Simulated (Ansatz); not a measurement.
ZnO, space group P6_3mc (No. 186), a = 3.279 Å, b = 3.279 Å, c = 5.293 Å, α = 90.00°, β = 90.00°, γ = 120.00°

| site | Wyckoff | x | y | z |
| --- | --- | --- | --- | --- |
| Zn | 2b | 0.6667 | 0.3333 | 0.4994 |
| O | 2b | 0.6667 | 0.3333 | 0.1203 |

The structure is the input geometry of an electronic-structure calculation and need not be at equilibrium.

Question: Describe the coordination of Zn.

Answer: ZnO4: an essentially ideal tetrahedron (coordination number 4, S = 0.01; next best see-saw, S = 9.6). Bonds: 3 × Zn–O 2.00 Å and 1 × Zn–O 2.01 Å. The next neighbour, not counted, lies at 3.25 Å.

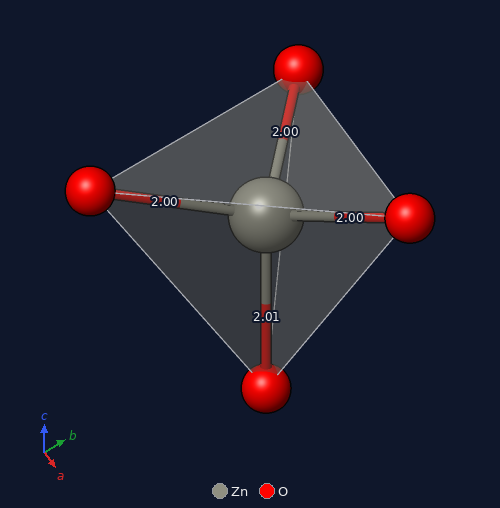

The polyhedron about Zn. Continuous shape measures are computed against ideal polyhedra (0 is ideal; above about 3 the distortion is strong).
